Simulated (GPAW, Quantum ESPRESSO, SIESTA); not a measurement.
# Birch–Murnaghan line for zincblende GaP, GPAW plane waves, PBE

Calculated with GPAW 26.7.0: PBE; plane waves, PAW, 650 eV; k-mesh 7×7×7. The volume is changed in steps from typed lattice constants. V0 = 21.301 Å³ an atom is where a Birch–Murnaghan fit to this level's pressures, the withheld one apart, crosses zero; rows within 2.5 % of V0 are left out, since F is ill-conditioned there. The typed cell is scaled evenly, with no relaxation, and each row is a single point.

| volume (Å³/atom) | pressure (GPa) |
| --- | --- |
| 19.238 | 10.2 |
| 19.656 | 7.66 |
| 20.074 | 5.386 |
| 20.492 | 3.349 |
| 22.165 | -2.87 |
| 22.583 | ? |

Task: Fit the third-order Birch–Murnaghan equation to the rows given and extrapolate to the withheld row.

**Working.**

Take the Eulerian strain f = ½[(V0/V)^(2/3) − 1] and the normalised pressure F = P / [3f(1 + 2f)^(5/2)]. The third-order Birch–Murnaghan equation is then the line F = B0 + (3/2)B0(B′ − 4) f, so u = f and v = F.

| u = f | v = F (GPa) |
| --- | --- |
| 0.0351350 | 81.6592 |
| 0.0275212 | 81.1457 |
| 0.0201725 | 80.6198 |
| 0.0130745 | 80.0465 |
| -0.0130794 | 78.1544 |

With n = 5: mean u = 0.0165648, mean v = 80.3251, Σ(u − ū)² = 0.0013689, Σ(u − ū)(v − v̄) = 0.10015. Slope b = 0.10015 / 0.0013689 = 73.162; intercept a = v̄ − b ū = 79.113.

So B0 = 79.11 GPa and B′ = 4 + 2b/(3a) = 4.62. At the withheld volume f = -0.01911, F = 77.72 GPa, and P = 3f(1 + 2f)^(5/2) F.

Prediction at 22.583: -4.041 GPa. The run gave -4.035 GPa, so the fit is low by 0.0062 GPa (0.15 % of the value).

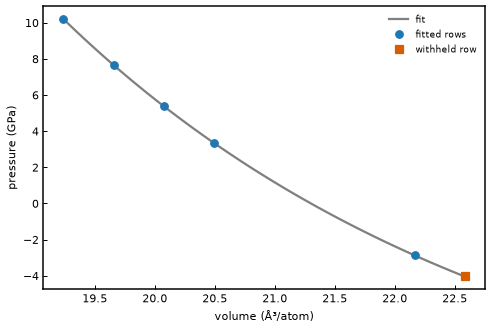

The fit, the rows that it rests on and the withheld row.

A fit to this level's energies over the whole scan gives V0 = 21.305 Å³, B0 = 79.07 GPa and B′ = 4.63. Among the rows given, the largest miss of the fit is at 19.238, by 0.0031 GPa (0.022 % of the range of the table).

Limits: The nuclei are static. The DFT runs use Fermi–Dirac occupations of width 0.01 eV, and energies are free energies.

[Hosts, paths, dates, database ids (printed as entryN), source tags and the programs' standing remarks are cut or masked in the printed files.]
